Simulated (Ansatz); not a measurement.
**Run report: In4Ga3As3, geometry relaxation (part 3 of 4)**

The same run, continued: In4Ga3As3 (interface cell, 30 atoms in the cell); DFT LDA, scalar-relativistic, plane waves, PAW, no spin polarisation (Ansatz 0.2.0); cutoff 420 eV, 6×6×2 k-mesh, Gaussian smearing of 0.1 eV. The structure derives from a Materials Project entry. It belongs to a series of runs on one base structure; here: film shifted by (0.5, 0.5) in the plane.

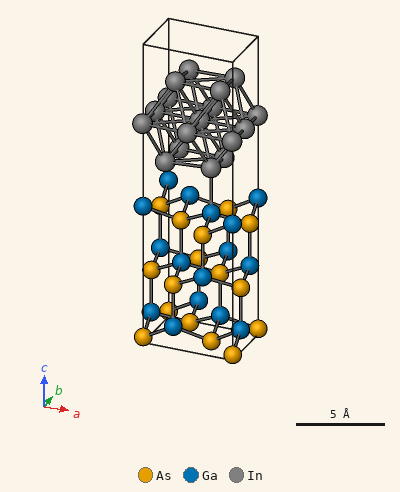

*The geometry at step 3 of the log (ball-and-stick view of the cell of the calculation, seen slightly off an axis).*

**Output, continued**
```
  k-point 39: bands = ["-26.5587", "-26.5506", "-26.5501", "-26.5443", "-26.5425", "-26.5420", "-26.5365", "-26.5340", "-26.5313", "-26.5284", "-26.5263", "-26.5235", "-26.5185", "-26.5155", "-26.5105", "-26.5030", "-26.5021", "-26.5011", "-26.4960", "-26.4953", "-26.4948", "-26.4942", "-26.4938", "-26.4928", "-26.4847", "-26.4838", "-26.4832", "-26.4826", "-26.4819", "-26.4809", "-26.4279", "-26.4268", "-26.4225", "-26.4174", "-26.4166", "-26.4139", "-26.4066", "-26.4057", "-26.3946", "-26.3937",
      "-26.3924", "-26.3915", "-26.3867", "-26.3825", "-26.3818", "-6.1675", "-6.1493", "-6.1484", "-6.1226", "-6.1082", "-6.0963", "-6.0668", "-6.0491", "-6.0444", "-6.0425", "-6.0398", "-6.0367", "-6.0355", "-6.0336", "-6.0180", "-6.0068", "-6.0035", "-6.0010", "-5.9986", "-5.9949", "-5.9907", "-5.9877", "-5.9848", "-5.9842", "-5.9816", "-5.9785", "-5.9771", "-5.9754", "-5.9738", "-5.9677", "-5.9622", "-5.9572", "-5.9502", "-5.9444", "-5.9349",
      "-5.9338", "-5.9311", "-5.9307", "-5.9283", "-5.9239", "-5.9167", "-5.9124", "-5.9058", "-5.8816", "-5.8808", "-5.6094", "-5.5800", "-5.5724", "-5.5685", "-5.5594", "-5.5527", "-5.5377", "-5.5210", "-5.5036", "-5.4987", "-5.4941", "-5.4765", "-5.4717", "-5.4655", "-5.4633", "-5.4519", "-5.4495", "-5.4308", "-5.4234", "-5.4198", "-5.3979", "-5.3965", "-5.3852", "-5.3763", "-5.3668", "-5.3646", "-5.3600", "-5.3502", "-5.3440", "-5.3387",
      "-5.3323", "-5.3273", "-5.3181", "-5.3083", "-5.2896", "-5.2887", "-5.2791", "-5.2738", "-5.2707", "-5.2598", "-5.2562", "-5.2472", "-5.2418", "-5.2351", "-5.2323", "-5.2236", "-5.2173", "-5.2082", "-5.1974", "-5.1914", "-5.1779", "-5.1741", "-5.1557", "-5.1473", "-5.1436", "-5.1394", "-5.1204", "-5.1098", "-5.1004", "-5.0985", "-3.0208", "-3.0097", "-2.5133", "-2.4959", "-2.1297", "-2.0008", "-1.9674", "-1.8214", "-1.5184", "0.9095",
      "0.9807", "1.9377", "2.0202", "2.1628", "2.2052", "2.2136", "2.6559", "2.6931", "3.3128", "3.3748", "3.6945", "3.7221", "4.1683", "4.1923", "4.4453", "4.6155", "4.6984", "4.7130", "5.3753", "5.6838", "5.7805", "5.8112", "6.0431", "6.1130", "6.3509", "6.5121", "6.5539", "6.6713", "6.7035", "6.8522", "6.8891", "6.9057", "6.9255", "7.1345", "7.3759", "7.6028", "7.9105", "7.9826", "8.0440", "8.2468",
      "8.3745", "8.4819", "9.0783", "9.2301", "9.4040", "9.6115", "9.6998", "9.7393", "9.8654", "10.3076", "10.4660", "10.4808", "10.6976", "10.8598", "10.9763", "11.0599", "11.2552", "11.3008", "11.6264", "11.7847", "11.8218", "11.9442", "11.9741", "12.2953", "12.4240", "12.4371", "12.5012", "12.5862", "12.6548", "12.8091", "12.8984", "12.9519", "13.0445", "13.1429", "13.2033", "13.3076", "13.3737", "13.4771", "13.7226", "13.8824",
      "13.9280", "14.0682", "14.2107", "14.2292", "14.2723"]
--- Relaxed structure (11 steps of the walk, 11 accepted, 1 SCFs on fresh bases) ---
  F+E_penalty+E_count = -141814.93701911 eV   max|allowed force component| = 7.891e-3 eV/Å   (the final SCF, on the basis selected at the relaxed cell)
  cell:  # Å, volume = 708.7326 Å³
    - [6.8627128638, -2.6801086140589774e-109, 5.1382487750289165e-115]
    - [-3.4313564319, 5.9432836789, -8.086845734157311e-116]
    - [1.3156312751059615e-114, 5.204866705567019e-115, 17.376413577478615]
  atoms:
    - { symbol: As, position: [0.3352880355639803, 0.6679331340685176, 0.03037129707260438] }
    - { symbol: As, position: [0.00212729307581927, 1.001787582198995, 0.01907355932687614] }
    - { symbol: As, position: [0.6691671280188427, 0.3346438703195215, 0.014879038088759617] }
    - { symbol: Ga, position: [0.33673191259008795, 1.0081281674286682, 0.0726335107079916] }
    - { symbol: Ga, position: [-0.0046978293087140965, 0.3297037238500292, 0.07283241919347727] }
    - { symbol: Ga, position: [0.6741038489490307, 0.6663216876697069, 0.07256877603180295] }
    - { symbol: As, position: [0.33659770709020154, 1.0034610007899298, 0.21335034467554811] }
    - { symbol: As, position: [9.807559981900305e-5, 1.333523019466935, 0.21342974887240926] }
    - { symbol: As, position: [0.6701640880467321, 0.6671373242321134, 0.21328818567667315] }
    - { symbol: Ga, position: [0.33466876418111285, 1.3356203773792097, 0.2594519301682481] }
    - { symbol: Ga, position: [0.0040848564644723195, 0.6690256461504029, 0.25963428322005744] }
    - { symbol: Ga, position: [0.6681456724663666, 0.9994709329861062, 0.2595893356863367] }
    - { symbol: As, position: [0.3327784862076979, 1.3350310169687625, 0.400093284452261] }
    - { symbol: As, position: [0.005201166733536988, 1.6707847720847349, 0.40055725823691546] }
    - { symbol: As, position: [0.6680735672832129, 0.9980509051854057, 0.4003632587949247] }
    - { symbol: Ga, position: [0.33522231746437314, 1.6672387694533206, 0.45566146252582973] }
    - { symbol: Ga, position: [0.0020400873958180687, 1.0019974968191692, 0.4546036072635442] }
    - { symbol: Ga, position: [0.6683833972103785, 1.3344453261763194, 0.4447916850882245] }
    - { symbol: In, position: [1.1351987789219617, 1.814192042688579, 0.5892392907752566] }
    - { symbol: In, position: [0.6553067581457864, 1.8431753997772589, 0.5892455793249805] }
    - { symbol: In, position: [1.1671937418912401, 1.3214729616672114, 0.588877381526909] }
    - { symbol: In, position: [0.6584844834077366, 1.3289829363328038, 0.5966110153707945] }
    - { symbol: In, position: [1.4591181217951992, 1.9944773161149498, 0.7344123771765311] }
    - { symbol: In, position: [0.9925159207842374, 1.9965806456515538, 0.7350401049617278] }
    - { symbol: In, position: [1.5233006469838026, 1.5269483214005102, 0.734460103860376] }
    - { symbol: In, position: [0.9912050862482227, 1.463248609021334, 0.7351061163873943] }
    - { symbol: In, position: [1.7895476519749394, 2.116970941522009, 0.8801364223138264] }
    - { symbol: In, position: [1.315796424537423, 2.197740877379414, 0.8800306265309564] }
    - { symbol: In, position: [1.871484062529439, 1.6714299686858878, 0.8797805786296534] }
    - { symbol: In, position: [1.3281725909472402, 1.663036253730635, 0.8774482250591089] }
--- Löwdin populations: 30 sites ---
  site symbol       q [e]
     0     As     15.0234
     1     As     15.0486
     2     As     15.0564
     3     Ga     12.9822
     4     Ga     12.9831
     5     Ga     12.9830
     6     As     14.9716
     7     As     14.9709
     8     As     14.9713
     9     Ga     12.9778
    10     Ga     12.9773
    11     Ga     12.9776
    12     As     14.9492
    13     As     14.9494
    14     As     14.9492
    15     Ga     13.0942
    16     Ga     13.1009
    17     Ga     13.0706
    18     In     12.8927
    19     In     12.8930
    20     In     12.8935
    21     In     12.9838
    22     In     12.9778
    23     In     13.0070
    24     In     12.9786
    25     In     12.9783
    26     In     12.9262
    27     In     12.9272
    28     In     12.9245
    29     In     12.9792
  spilling = 0.001474 (of n_electrons = 408.000000)
```

**File populations.tsv**
```
# site	symbol	l	j	q
# orbitals = lowdin
# n_electrons = 408.000000
# spilling = 0.001474
0	As	0_4S	-	1.506840
0	As	1_4P	-	3.519737
0	As	2_3D	-	9.996866
1	As	0_4S	-	1.547400
1	As	1_4P	-	3.504027
1	As	2_3D	-	9.997198
2	As	0_4S	-	1.557366
2	As	1_4P	-	3.501781
2	As	2_3D	-	9.997249
3	Ga	0_4S	-	1.163709
3	Ga	1_4P	-	1.831881
3	Ga	2_3D	-	9.986660
4	Ga	0_4S	-	1.162091
4	Ga	1_4P	-	1.834418
4	Ga	2_3D	-	9.986548
5	Ga	0_4S	-	1.164262
5	Ga	1_4P	-	1.832110
5	Ga	2_3D	-	9.986678
6	As	0_4S	-	1.472748
6	As	1_4P	-	3.502170
6	As	2_3D	-	9.996661
7	As	0_4S	-	1.472206
7	As	1_4P	-	3.502081
7	As	2_3D	-	9.996652
8	As	0_4S	-	1.472770
8	As	1_4P	-	3.501906
8	As	2_3D	-	9.996659
9	Ga	0_4S	-	1.140679
9	Ga	1_4P	-	1.851630
9	Ga	2_3D	-	9.985453
10	Ga	0_4S	-	1.141945
10	Ga	1_4P	-	1.849846
10	Ga	2_3D	-	9.985517
11	Ga	0_4S	-	1.141178
11	Ga	1_4P	-	1.850912
11	Ga	2_3D	-	9.985481
12	As	0_4S	-	1.497866
12	As	1_4P	-	3.454380
12	As	2_3D	-	9.996940
13	As	0_4S	-	1.500211
13	As	1_4P	-	3.452208
13	As	2_3D	-	9.996950
14	As	0_4S	-	1.498991
14	As	1_4P	-	3.453251
14	As	2_3D	-	9.996936
15	Ga	0_4S	-	1.176317
15	Ga	1_4P	-	1.931069
15	Ga	2_3D	-	9.986845
16	Ga	0_4S	-	1.176174
16	Ga	1_4P	-	1.938145
16	Ga	2_3D	-	9.986537
17	Ga	0_4S	-	1.152345
17	Ga	1_4P	-	1.932796
17	Ga	2_3D	-	9.985460
18	In	0_5S	-	1.353186
18	In	1_5P	-	1.555168
18	In	2_4D	-	9.984334
19	In	0_5S	-	1.349846
19	In	1_5P	-	1.558941
19	In	2_4D	-	9.984238
20	In	0_5S	-	1.351353
20	In	1_5P	-	1.557942
20	In	2_4D	-	9.984240
21	In	0_5S	-	1.206933
21	In	1_5P	-	1.798903
21	In	2_4D	-	9.977944
22	In	0_5S	-	1.308940
22	In	1_5P	-	1.686222
22	In	2_4D	-	9.982666
23	In	0_5S	-	1.283397
23	In	1_5P	-	1.742650
23	In	2_4D	-	9.980955
24	In	0_5S	-	1.309505
24	In	1_5P	-	1.686415
24	In	2_4D	-	9.982639
25	In	0_5S	-	1.309473
25	In	1_5P	-	1.686150
25	In	2_4D	-	9.982649
26	In	0_5S	-	1.404959
26	In	1_5P	-	1.535333
26	In	2_4D	-	9.985940
27	In	0_5S	-	1.405559
27	In	1_5P	-	1.535673
27	In	2_4D	-	9.985949
28	In	0_5S	-	1.403092
28	In	1_5P	-	1.535380
28	In	2_4D	-	9.985981
29	In	0_5S	-	1.223953
29	In	1_5P	-	1.774711
29	In	2_4D	-	9.980564
```

**Trajectory as extended XYZ (Å, eV, eV/Å), 12 frames, from step=1 to step=12**
```
30
Lattice="6.8627 0.0000 0.0000 -3.4314 5.9433 0.0000 0.0000 0.0000 17.5717" Properties=species:S:1:pos:R:3:forces:R:3 step=1 energy=-141814.50440 pressure_GPa=-1.17
As    0.0000    3.9622    0.5000   -0.0145  -0.0074  -0.0079
As   -3.4314    5.9433    0.5000    0.0113   0.0142  -0.5984
As    3.4314    1.9811    0.5000    0.0191   0.0020  -0.6158
Ga   -1.1438    5.9433    1.3088   -0.0574   0.0379   0.0106
Ga   -1.1438    1.9811    1.3088   -0.0131  -0.0563   0.0171
Ga    2.2876    3.9622    1.3088    0.0680   0.0170   0.0053
As   -1.1438    5.9433    3.7351    0.0229  -0.0224   0.2089
As   -4.5751    7.9244    3.7351    0.0131   0.0233   0.2101
As    2.2876    3.9622    3.7351   -0.0348  -0.0005   0.2076
Ga   -2.2876    7.9244    4.5439   -0.0203   0.0160  -0.2022
Ga   -2.2876    3.9622    4.5439    0.0250   0.0057  -0.2051
Ga    1.1438    5.9433    4.5439   -0.0064  -0.0209  -0.2009
As   -2.2876    7.9244    6.9702    0.0478  -0.0186   0.0444
As   -5.7189    9.9055    6.9702   -0.0394  -0.0308   0.0454
As    1.1438    5.9433    6.9702   -0.0080   0.0495   0.0437
Ga   -3.4314    9.9055    7.7790   -0.0005  -0.0007   0.5327
Ga   -3.4314    5.9433    7.7790   -0.0009  -0.0008   0.6285
Ga    0.0000    7.9244    7.7790   -0.0010  -0.0006   0.4115
In    1.7157   10.8960   10.4790   -0.0794   0.0618  -0.3566
In   -1.7157   10.8960   10.4790    0.0887   0.0201  -0.3580
In    3.4314    7.9244   10.4790   -0.0374  -0.0984  -0.3577
In    0.0000    7.9244   10.4790   -0.0034  -0.0015  -0.2501
In    3.3995   11.8680   12.9404    0.0072   0.0412  -0.0871
In   -0.0319   11.8680   12.9404    0.0053   0.0043   0.0346
In    5.1151    8.8964   12.9404    0.0329  -0.0266  -0.0894
In    1.6838    8.8964   12.9404   -0.0466  -0.0203  -0.0882
In    5.0832   12.8400   15.4017    0.0847  -0.0872   0.3192
In    1.6519   12.8400   15.4017   -0.1429  -0.0251   0.3155
In    6.7989    9.8684   15.4017    0.0649   0.1157   0.3142
In    3.3676    9.8684   15.4017    0.0150   0.0094   0.0682
30
Lattice="6.8627 0.0000 0.0000 -3.4314 5.9433 0.0000 0.0000 0.0000 17.4834" Properties=species:S:1:pos:R:3:forces:R:3 step=2 energy=-141814.84854 pressure_GPa=-1.42
As    0.0029    3.9641    0.5167   -0.0028  -0.0023  -0.0030
As   -3.4272    5.9475    0.3836   -0.0010   0.0041  -0.1849
As    3.4373    1.9827    0.3745    0.0076  -0.0010  -0.2570
Ga   -1.1549    5.9704    1.2828   -0.0020  -0.0273   0.0981
Ga   -1.1539    1.9591    1.2850    0.0188   0.0166   0.1034
Ga    2.3210    3.9643    1.2808   -0.0214   0.0095   0.0956
As   -1.1416    5.9468    3.7329   -0.0166   0.0281   0.0284
As   -4.5772    7.9242    3.7345   -0.0138  -0.0292   0.0261
As    2.2893    3.9609    3.7314    0.0326   0.0022   0.0300
Ga   -2.2907    7.9263    4.5394    0.0050  -0.0076  -0.0343
Ga   -2.2844    3.9655    4.5384   -0.0104  -0.0001  -0.0356
Ga    1.1450    5.9396    4.5398    0.0046   0.0080  -0.0349
As   -2.2958    7.9186    6.9891    0.0333   0.0134  -0.0973
As   -5.7224    9.9111    6.9884   -0.0048  -0.0340  -0.0968
As    1.1476    5.9387    6.9893   -0.0265   0.0215  -0.0967
Ga   -3.4344    9.9037    7.8497    0.0005  -0.0011   0.2974
Ga   -3.4342    5.9415    7.8680    0.0016   0.0012   0.3578
Ga   -0.0027    7.9229    7.8019    0.0009   0.0011  -0.0634
In    1.6977   10.9156   10.3292   -0.0453   0.0402  -0.1204
In   -1.6956   10.8873   10.3286    0.0506   0.0077  -0.1181
In    3.4053    7.8993   10.3283   -0.0234  -0.0578  -0.1208
In   -0.0072    7.9199   10.4103   -0.0022  -0.0011   0.1040
In    3.3998   11.8739   12.8340    0.0051  -0.0143  -0.0154
In   -0.0320   11.8685   12.8587    0.0040   0.0043  -0.0001
In    5.1195    8.8914   12.8329   -0.0133   0.0058  -0.0161
In    1.6761    8.8923   12.8350    0.0077   0.0054  -0.0108
In    5.0973   12.8123   15.3761    0.0133  -0.0558   0.0662
In    1.6196   12.8499   15.3744   -0.0607   0.0161   0.0626
In    6.8306    9.8937   15.3734    0.0448   0.0385   0.0600
In    3.3764    9.8736   15.3329    0.0139   0.0080  -0.0242
30
Lattice="6.8627 0.0000 0.0000 -3.4314 5.9433 0.0000 0.0000 0.0000 17.3761" Properties=species:S:1:pos:R:3:forces:R:3 step=3 energy=-141814.90462 pressure_GPa=-1.35
As    0.0048    3.9651    0.5189   -0.0030  -0.0028  -0.0001
As   -3.4271    5.9499    0.3257    0.0000  -0.0040   0.0819
As    3.4406    1.9822    0.2805   -0.0032   0.0016   0.0410
Ga   -1.1564    5.9827    1.2738    0.0067  -0.0214  -0.0079
Ga   -1.1618    1.9541    1.2785    0.0119   0.0162  -0.0070
Ga    2.3348    3.9597    1.2711   -0.0233   0.0043  -0.0059
As   -1.1453    5.9594    3.7227    0.0200  -0.0175  -0.0564
As   -4.5836    7.9149    3.7258    0.0047   0.0272  -0.0580
As    2.3029    3.9601    3.7210   -0.0245  -0.0093  -0.0566
Ga   -2.2956    7.9340    4.5184   -0.0004   0.0055   0.0583
Ga   -2.2747    3.9686    4.5169    0.0050  -0.0011   0.0580
Ga    1.1432    5.9313    4.5188   -0.0034  -0.0041   0.0568
As   -2.3172    7.9190    6.9684    0.0534   0.0045  -0.0082
As   -5.7119    9.9291    6.9674   -0.0213  -0.0486  -0.0063
As    1.1571    5.9193    6.9688   -0.0289   0.0456  -0.0070
Ga   -3.4354    9.9027    7.9193    0.0012  -0.0004  -0.0253
Ga   -3.4348    5.9414    7.9475   -0.0005   0.0011  -0.1488
Ga   -0.0030    7.9225    7.7369    0.0013   0.0005  -0.0691
In    1.6794   10.9362   10.2141    0.0358  -0.0076   0.0760
In   -1.6765   10.8778   10.2136   -0.0292  -0.0338   0.0742
In    3.3793    7.8742   10.2120   -0.0183   0.0358   0.0758
In   -0.0134    7.9160   10.3700   -0.0011  -0.0007  -0.0574
In    3.3989   11.8642   12.7334   -0.0035  -0.0431   0.0164
In   -0.0312   11.8702   12.7586    0.0027   0.0037  -0.0145
In    5.1117    8.8966   12.7312   -0.0359   0.0243   0.0175
In    1.6831    8.8935   12.7381    0.0385   0.0159   0.0252
In    5.0993   12.7766   15.2908   -0.0237  -0.0306  -0.0250
In    1.5876   12.8717   15.2872   -0.0021   0.0390  -0.0249
In    6.8691    9.9125   15.2837    0.0306  -0.0056  -0.0269
In    3.3875    9.8799   15.2246    0.0103   0.0053   0.0239
30
Lattice="6.8627 0.0000 0.0000 -3.4314 5.9433 0.0000 0.0000 0.0000 17.4017" Properties=species:S:1:pos:R:3:forces:R:3 step=4 energy=-141814.91527 pressure_GPa=-1.40
As    0.0038    3.9642    0.5198   -0.0013  -0.0001  -0.0022
As   -3.4273    5.9491    0.3413   -0.0018  -0.0019   0.0078
As    3.4396    1.9826    0.2883   -0.0022  -0.0009   0.0084
Ga   -1.1537    5.9796    1.2734   -0.0026  -0.0021   0.0064
Ga   -1.1621    1.9570    1.2781    0.0028  -0.0024   0.0065
Ga    2.3298    3.9585    1.2711   -0.0015   0.0040   0.0075
As   -1.1418    5.9551    3.7197   -0.0051   0.0084  -0.0058
As   -4.5818    7.9202    3.7227   -0.0049  -0.0084  -0.0060
As    2.2975    3.9590    3.7183    0.0099  -0.0001  -0.0058
Ga   -2.2940    7.9306    4.5228    0.0006  -0.0003   0.0089
Ga   -2.2784    3.9690    4.5216   -0.0004   0.0000   0.0087
Ga    1.1453    5.9344    4.5230    0.0005   0.0006   0.0089
As   -2.3106    7.9245    6.9699   -0.0004  -0.0141   0.0052
As   -5.7101    9.9207    6.9691   -0.0123   0.0075   0.0065
As    1.1489    5.9223    6.9701    0.0130   0.0072   0.0055
Ga   -3.4352    9.9026    7.9240    0.0031   0.0006   0.0099
Ga   -3.4351    5.9414    7.9224    0.0023   0.0021  -0.0142
Ga   -0.0029    7.9226    7.7365    0.0009   0.0001  -0.0285
In    1.6852   10.9347   10.2508   -0.0047   0.0099  -0.0047
In   -1.6825   10.8703   10.2495    0.0046  -0.0082  -0.0040
In    3.3737    7.8804   10.2485   -0.0122  -0.0080  -0.0054
In   -0.0141    7.9156   10.3706   -0.0002   0.0000   0.0050
In    3.3968   11.8580   12.7622   -0.0078   0.0005  -0.0014
In   -0.0300   11.8715   12.7827    0.0020   0.0029  -0.0009
In    5.1081    8.9023   12.7601    0.0042   0.0061  -0.0009
In    1.6896    8.8936   12.7694    0.0021  -0.0098   0.0048
In    5.0938   12.7659   15.3134   -0.0088  -0.0315  -0.0075
In    1.5854   12.8851   15.3098   -0.0159   0.0257  -0.0063
In    6.8827    9.9131   15.3057    0.0282   0.0078  -0.0087
In    3.3910    9.8815   15.2573    0.0080   0.0043   0.0030
```
